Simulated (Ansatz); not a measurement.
Run report: Mo₁₆H, single-point calculation (part 2 of 2)

Mo₁₆H (slab, 17 atoms in the cell); DFT PBE, scalar-relativistic, plane waves, PAW, PAW set soft_1, spin-polarised (Ansatz 0.2.0); cutoff 420 eV, 4×4×1 k-mesh, Gaussian smearing of 0.1 eV, collinear spins. The structure derives from an entry of the Crystallography Open Database.

Geometry of the input (Å; fractional positions):
```
6.3209  0.0000  0.0000
0.0000  6.3209  0.0000
0.0000  0.0000  21.5884
Mo 0.2500  0.2500  0.1853
Mo 0.2500  0.7500  0.1853
Mo 0.7500  0.2500  0.1853
Mo 0.7500  0.7500  0.1853
Mo 0.0000  0.0000  0.2585
Mo 0.0000  0.5000  0.2585
Mo 0.5000  0.0000  0.2585
Mo 0.5000  0.5000  0.2585
Mo 0.2500  0.2500  0.3340
Mo 0.2500  0.7500  0.3340
Mo 0.7500  0.2500  0.3340
Mo 0.7500  0.7500  0.3340
Mo 0.0000  0.0000  0.3978
Mo 0.0000  0.5000  0.3978
Mo 0.5000  0.0000  0.3978
Mo 0.5000  0.5000  0.3978
H  0.0625  0.0625  0.4909
```

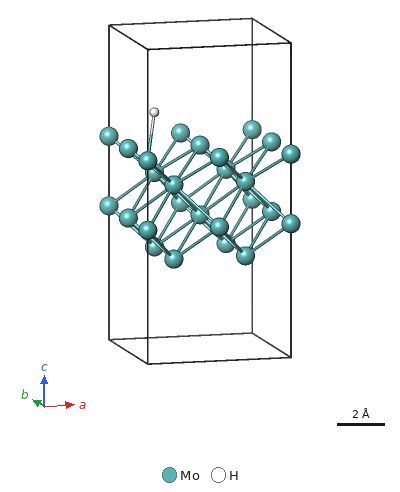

**Figure 1.** The input geometry (ball-and-stick view of the cell of the calculation, with the vacuum cut short, seen slightly off an axis). An atom can appear more than once, as a periodic image.

### Output, continued
```
Per-site moments (μB) at R_I (Å): [(-7.53616457153232e-5, 1.129031254422594), (-3.1963758432800414e-5, 1.1290312544225938), (-3.196375843274922e-5, 1.1290312544225938), (1.6902253684847968e-5, 1.1290312544225938), (8.349605538121416e-6, 1.129031254422594), (8.568527403665938e-6, 1.1290312544225938), (8.56852740359845e-6, 1.1290312544225938), (7.488610385291244e-6, 1.1290312544225938), (-2.052776963752622e-6, 1.0828384847046937), (-1.9385528848761596e-6, 1.0828384847046937), (-1.938552884844999e-6, 1.0828384847046937), (-3.4792530360976436e-6, 1.0828384847046935), (3.018317108089333e-6, 0.8605586833165898), (6.1754674720642866e-6, 1.0828384847046937), (6.175467472060181e-6, 1.0828384847046937), (-3.3530101671809653e-6, 1.0828384847046935), (-2.740660228486883e-6, 0.8605586833165898)]
Free energy (F): -79295.664964 eV
Harris-Foulkes:  -79295.664964 eV  (|F-HF|=2.04e-10)
Internal energy: -79295.563087 eV  (E = F + TS)
E sigma→0 (E₀):  -79295.614026 eV
Entropy (-TS):   -0.101876 eV (-5.993 meV/atom)
Fermi energy:    3.068833 eV
Dipole field:    D = -0.042637 V/Å  (p = -0.203241 e·Å, saw-weighted, corrected)
Work function:   Φ+ = 4.7612 eV   Φ− = 3.8407 eV
Levels:          The Fermi level and band energies are counted from a zero that moves with the ramp; work functions are not
--- Per-component energies (eV) ---
  E_band       = -4792.498542
  E_kinetic    = 6735.458801
  E_local      = -223388.337784  (includes V_loc(G=0)·N_el)
  E_nonlocal   = 2393.894523
  E_hartree    = 107766.264817
  E_xc         = -2803.837817
  E_vxc        = -3493.130788  (∫ρ·V_xc dr)
  E_paw        = -51394.674637  (= ΣΔE_a)
  E_vpaw       = -2563.948678  (= ΣTr[D̂ρ^β])
  E_aug_tail   = -0.000040  (compensation charges beyond the density's cutoff)
  E_efield     = 0.004333  (sawtooth field / dipole correction)
  E_vefield    = -8.964415  (∫n·V_field dr)
  E_ewald      = 81395.664716
  E_smearing   = -0.101876  (= −TS)
  E_closure    = -0.000000  (closes the sum)
  Σ components = -79295.664964   (vs F -79295.664964, Δ=0.00e0)
--- Forces (eV/Å), atoms counted from 1 ---
  atom   1  Mo     0.01139536     0.01139536     1.78091345
  atom   2  Mo    -0.00745200    -0.00034996     1.75617759
  atom   3  Mo    -0.00034996    -0.00745200     1.75617759
  atom   4  Mo    -0.00220970    -0.00220970     1.76780484
  atom   5  Mo     0.00706213     0.00706213    -2.02457394
  atom   6  Mo    -0.00684989     0.02326353    -1.77029457
  atom   7  Mo     0.02326353    -0.00684989    -1.77029457
  atom   8  Mo     0.01579927     0.01579927    -1.74746135
  atom   9  Mo    -0.02686760    -0.02686760    -0.20297680
  atom  10  Mo     0.04198712     0.00575850    -0.14761273
  atom  11  Mo     0.00575850     0.04198712    -0.14761273
  atom  12  Mo    -0.22282461    -0.22282461    -0.22835389
  atom  13  Mo     0.41704089     0.41704089     2.03274353
  atom  14  Mo     0.00817901    -0.08523530     0.15050832
  atom  15  Mo    -0.08523530     0.00817901     0.15050832
  atom  16  Mo     0.00021871     0.00021871     0.14294056
  atom  17  H     -0.17891532    -0.17891532    -1.49858548
  max |Σ_I F_I| component: 8.13e-6 eV/Å
--- Band table (eV; the first three rows and the last of 14) ---
  k-point 0 ↑: bands = ["-57.8373", "-57.6948", "-57.6862", "-57.6760", "-57.6628", "-57.6448", "-57.6377", "-57.6048", "-57.4676", "-57.4626", "-57.4443", "-57.4443", "-57.4390", "-57.4076", "-57.3951", "-57.3313", "-32.4347", "-32.4341", "-32.4187", "-32.3957", "-32.3638", "-32.3617", "-32.0613", "-32.0293", "-32.0283", "-32.0025", "-32.0019", "-31.9649", "-31.9605", "-31.9166", "-31.9098", "-31.8890", "-31.7934", "-31.7458", "-31.7105", "-31.7099", "-31.6530", "-31.6526", "-31.6368", "-31.6292", "-31.6006", "-31.5966", "-31.5343", "-31.4428", "-31.4399", "-31.4116", "-31.4115", "-31.3800", "-31.3749", "-31.3729", "-31.3704", "-31.3678", "-31.3421", "-31.2712", "-31.2702", "-31.2630", "-31.2172", "-31.1753", "-31.1374", "-31.1368", "-31.1275", "-31.1263", "-31.0816", "-31.0810", "-2.9253", "-1.6215", "-1.4416", "-1.4363", "-1.3075", "-1.3055", "-1.2662", "-1.0179", "-0.9717", "-0.8882", "-0.0661", "0.0478", "0.0673", "0.1067", "0.2066", "0.2075", "0.2702", "0.2735", "0.4990", "0.5078", "0.6438", "0.6518", "0.7315", "0.7988", "0.8515", "0.9738", "0.9924", "1.1502", "1.1903", "1.1975", "1.6529", "2.1302", "2.1539", "2.1922", "2.1930", "2.2527", "2.2839", "2.3004", "2.4372", "2.4578", "2.4580", "2.8025", "2.8028", "2.8782", "2.8886", "2.9215", "2.9405", "3.0733", "3.5971", "3.6263", "3.7217", "4.0604", "4.0686", "4.1518", "4.1544", "4.3010", "4.4190", "4.4359", "4.4668", "4.7052", "4.7635", "4.7762", "4.7795", "4.8154", "5.2589", "5.2972", "5.3062", "5.3175", "5.4645", "5.4656", "5.5121", "5.6228"]
  k-point 1 ↑: bands = ["-57.8214", "-57.7233", "-57.6873", "-57.6727", "-57.6637", "-57.6421", "-57.6347", "-57.6074", "-57.4646", "-57.4589", "-57.4467", "-57.4414", "-57.4349", "-57.4101", "-57.3874", "-57.3396", "-32.4074", "-32.3934", "-32.3794", "-32.3633", "-32.3266", "-32.3165", "-32.1431", "-32.0775", "-32.0745", "-32.0405", "-32.0288", "-31.9947", "-31.9513", "-31.9306", "-31.8838", "-31.8699", "-31.7999", "-31.7670", "-31.7528", "-31.6992", "-31.6936", "-31.6554", "-31.6499", "-31.6143", "-31.6071", "-31.5571", "-31.4823", "-31.4649", "-31.4584", "-31.4346", "-31.3813", "-31.3765", "-31.3623", "-31.3582", "-31.3486", "-31.3347", "-31.3304", "-31.3080", "-31.2800", "-31.2230", "-31.2041", "-31.1638", "-31.1514", "-31.1456", "-31.1301", "-31.1224", "-31.1088", "-31.0986", "-2.6257", "-1.4874", "-1.4130", "-1.1618", "-1.1228", "-1.0593", "-1.0095", "-0.8806", "-0.7952", "-0.7278", "-0.2894", "-0.1733", "-0.0352", "0.0852", "0.1337", "0.1914", "0.2972", "0.3633", "0.5473", "0.5600", "0.6109", "0.6410", "0.6915", "0.7163", "0.7600", "0.8429", "0.8714", "1.1619", "1.2858", "1.3787", "1.6810", "1.8050", "1.9246", "1.9677", "2.0034", "2.0259", "2.3987", "2.4669", "2.5627", "2.6211", "2.6430", "2.6470", "2.7194", "2.9016", "2.9166", "3.0637", "3.1725", "3.2260", "3.2644", "3.3937", "3.4398", "3.5132", "3.8514", "3.9654", "4.0068", "4.0406", "4.1901", "4.4541", "4.5398", "4.5799", "4.6327", "4.6864", "4.7057", "4.8211", "4.8531", "4.8702", "4.9375", "5.1060", "5.1203", "5.1259", "5.2454", "5.2679"]
  k-point 2 ↑: bands = ["-57.7836", "-57.7725", "-57.6838", "-57.6744", "-57.6566", "-57.6433", "-57.6354", "-57.6107", "-57.4607", "-57.4519", "-57.4501", "-57.4465", "-57.4215", "-57.4186", "-57.3707", "-57.3557", "-32.3781", "-32.3591", "-32.2855", "-32.2681", "-32.2628", "-32.2572", "-32.2035", "-32.1924", "-32.1728", "-32.1719", "-32.0349", "-32.0304", "-31.9071", "-31.8930", "-31.8755", "-31.8636", "-31.8599", "-31.8533", "-31.6735", "-31.6670", "-31.6567", "-31.6524", "-31.6503", "-31.6483", "-31.5784", "-31.5673", "-31.5664", "-31.5399", "-31.4403", "-31.4206", "-31.3805", "-31.3739", "-31.3426", "-31.3358", "-31.3113", "-31.3066", "-31.2879", "-31.2849", "-31.2446", "-31.2215", "-31.2086", "-31.1995", "-31.1718", "-31.1687", "-31.1445", "-31.1264", "-31.1098", "-31.1043", "-1.9134", "-1.9028", "-1.1189", "-1.1131", "-0.6876", "-0.6409", "-0.5768", "-0.5746", "-0.4597", "-0.4535", "-0.3440", "-0.3428", "-0.2621", "-0.2574", "-0.1262", "-0.1241", "-0.0524", "-0.0323", "0.3529", "0.3649", "0.5334", "0.5388", "1.0190", "1.0529", "1.1089", "1.2616", "1.2703", "1.3415", "1.3520", "1.3583", "1.3676", "1.3854", "1.4305", "2.0536", "2.2122", "2.2626", "2.2958", "2.3288", "2.5110", "2.5168", "2.5649", "2.6683", "2.7483", "2.7503", "2.7932", "2.8464", "2.9209", "2.9295", "2.9938", "2.9952", "3.0251", "3.8257", "3.8375", "3.8469", "3.9305", "3.9502", "3.9668", "4.1097", "4.1453", "4.4800", "4.5950", "4.6087", "4.6744", "4.6768", "4.7078", "4.7762", "4.9417", "4.9527", "4.9989", "5.0032", "5.0159", "5.1071"]
  k-point 6 ↓: bands = ["-57.7462", "-57.7396", "-57.7345", "-57.7224", "-57.6473", "-57.6365", "-57.6288", "-57.6154", "-57.4596", "-57.4507", "-57.4500", "-57.4474", "-57.4109", "-57.4108", "-57.3764", "-57.3597", "-32.2430", "-32.2389", "-32.2330", "-32.2253", "-32.2111", "-32.2065", "-32.2022", "-32.1691", "-32.1526", "-32.1434", "-32.1410", "-32.1353", "-31.9363", "-31.9348", "-31.9335", "-31.9222", "-31.8642", "-31.8616", "-31.8516", "-31.8492", "-31.6708", "-31.6670", "-31.6662", "-31.6528", "-31.5088", "-31.5047", "-31.5028", "-31.4969", "-31.3929", "-31.3917", "-31.3850", "-31.3472", "-31.3443", "-31.3433", "-31.3353", "-31.3324", "-31.2922", "-31.2913", "-31.2891", "-31.2771", "-31.1925", "-31.1811", "-31.1749", "-31.1548", "-31.1192", "-31.1149", "-31.0933", "-31.0924", "-1.0756", "-1.0363", "-1.0310", "-1.0309", "-0.1290", "-0.1045", "-0.0980", "-0.0979", "-0.0181", "0.0173", "0.0234", "0.0251", "0.1247", "0.1259", "0.1335", "0.1438", "0.1507", "0.2047", "0.2102", "0.2106", "0.6424", "0.6432", "0.6465", "0.6476", "0.8000", "0.8214", "0.8240", "0.8284", "0.8285", "1.0224", "1.0362", "1.0365", "1.5339", "1.5351", "1.5356", "1.5441", "1.6808", "1.8011", "1.8030", "1.8176", "1.8854", "2.5436", "2.5471", "2.5471", "2.5811", "2.8753", "2.9070", "2.9244", "2.9432", "3.0011", "3.0119", "3.0230", "3.0402", "3.6689", "3.6942", "3.6954", "3.8505", "4.1394", "4.1622", "4.1628", "4.3635", "4.4151", "4.4216", "4.4228", "4.9156", "5.0303", "5.0331", "5.0343", "5.0388", "5.1859", "5.1957", "5.1974"]
--- Löwdin populations: 17 sites ---
  site symbol       q [e]    m [muB]
     0     Mo     14.0139    -0.0001
     1     Mo     14.0122    -0.0000
     2     Mo     14.0122    -0.0000
     3     Mo     14.0070     0.0000
     4     Mo     13.8508     0.0000
     5     Mo     13.8327     0.0000
     6     Mo     13.8327     0.0000
     7     Mo     13.8345     0.0000
     8     Mo     13.8636    -0.0000
     9     Mo     13.8798    -0.0000
    10     Mo     13.8798    -0.0000
    11     Mo     13.8933    -0.0000
    12     Mo     13.9070     0.0000
    13     Mo     13.9194     0.0000
    14     Mo     13.9194     0.0000
    15     Mo     13.9665    -0.0000
    16      H      1.2774    -0.0000
  spilling = 0.004879 (of n_electrons = 225.000000)
```

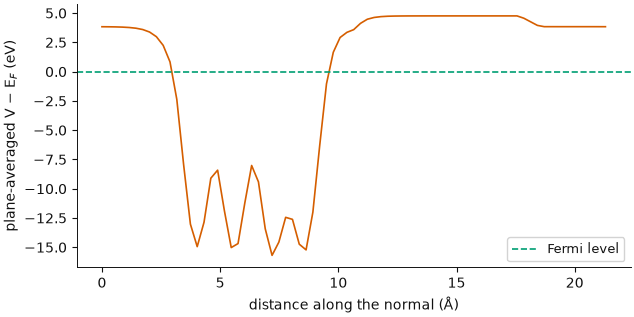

**Figure 2.** Plane average of the electrostatic potential energy of an electron across the cell, from the Fermi level. The vacuum level lies 4.76 eV above the Fermi level on the upper side and 3.84 eV on the lower.

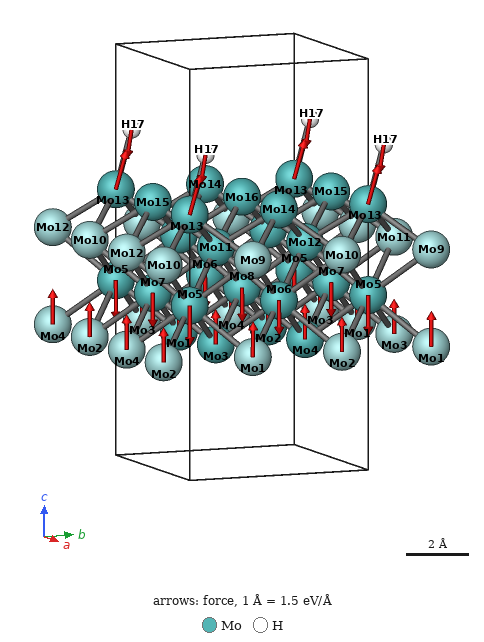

**Figure 3.** Forces on the atoms as red arrows (ball-and-stick view of the cell of the calculation, with the vacuum cut short, seen slightly off an axis; neighbours outside the cell are drawn fainter; atoms are numbered from 1 in the order of the input); the smallest are left out. The largest act on Mo13 (2.12 eV/Å); Mo5 (2.02 eV/Å); Mo1 (1.78 eV/Å); Mo4, Mo6, Mo7 (1.77 eV/Å), among others. The geometry is not a stationary point of this energy.

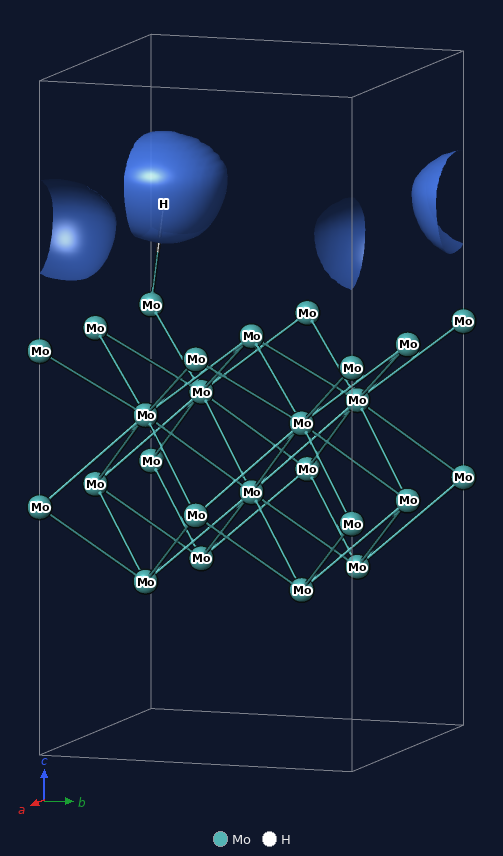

**Figure 4.** Isosurface of the electron localisation function at 0.8 (blue), seen slightly off an axis. Only the valence region is drawn (cores and ρ < 0.01 e/Å³ removed). Sticks mark near contacts. Profiles from the grid: Mo–H (2.09 Å): the ELF climbs to about 1 towards the hydrogen, as it does in any bond to H. Mo–Mo (2.63 Å): the ELF is about 0.35 at the midpoint; no shared electron pair. In a PAW calculation such maps are meaningful between the atoms, not at the nuclei.

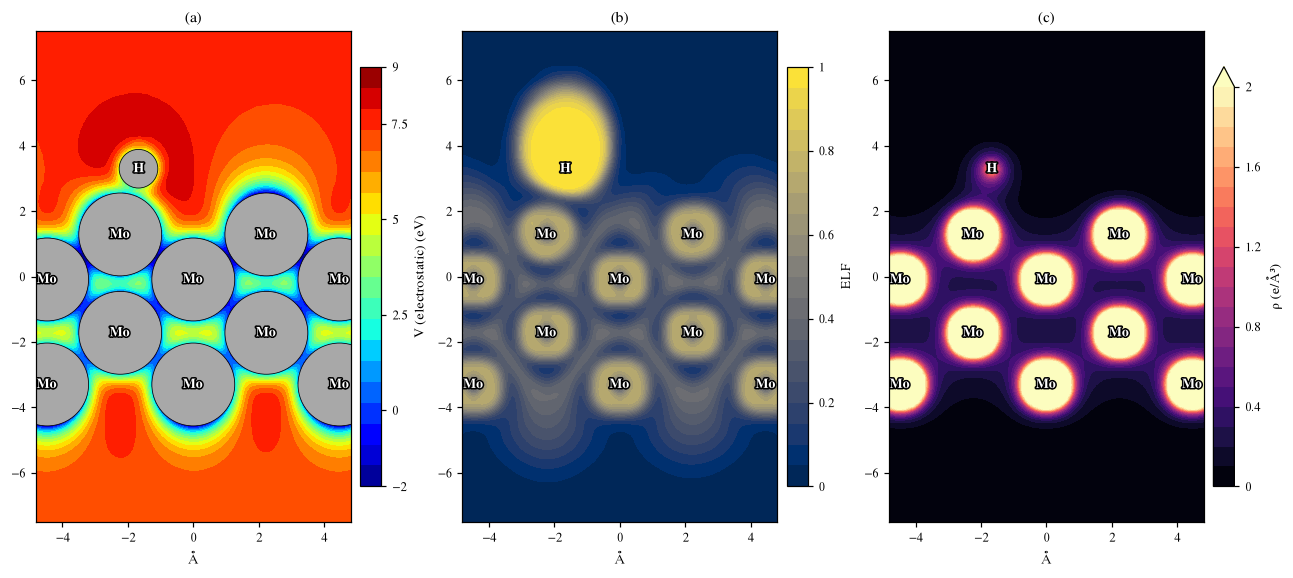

**Figure 5.** (a) electrostatic potential energy of an electron; (b) electron localisation function; (c) valence charge density (pseudo) on the (11̄0) plane of the calculation cell, a cut from vacuum to vacuum. Grey discs, where drawn, cover atomic cores. Mo–H (2.09 Å): the density is about 0.56 e/Å³ at the midpoint, with its minimum of 0.4 e/Å³ about 1.3 Å from Mo; the ELF climbs to about 1 towards the hydrogen. Mo–Mo (2.63 Å): ρ is about 0.47 e/Å³ halfway; the ELF is about 0.35 at the midpoint; no localised pair between them. Mo–Mo (2.74 Å): the density is about 0.4 e/Å³ at the midpoint; the ELF is about 0.35 at the midpoint (no shared electron pair). The density dies away to nearly zero in the vacuum. The strong features right at Mo lie inside the PAW spheres (semicore, d or f shells) and say nothing about bonding.

### Key numbers

| quantity | value |
| --- | --- |
| outcome | converged |
| electrons treated | 225 |
| free energy | −79295.6650 eV |
| work function, top face | 4.76 eV |
| work function, bottom face | 3.84 eV |
| Fermi energy | 3.069 eV |
| gap on the k-point mesh | none (metallic) |
| net moment of the cell | 0.00 μB |
| integrated absolute moment | 0.00 μB |
| work function (upper face) | 4.76 eV |
| largest force (length of the vector) | 2.117 eV/Å |
| wall time | 2 min (CPU time 15 min) |
| peak memory | 4.4 GiB |

### Notes

The program warns: some starting moments were not kept; the exchange-correlation potential is rough where the density is thin.
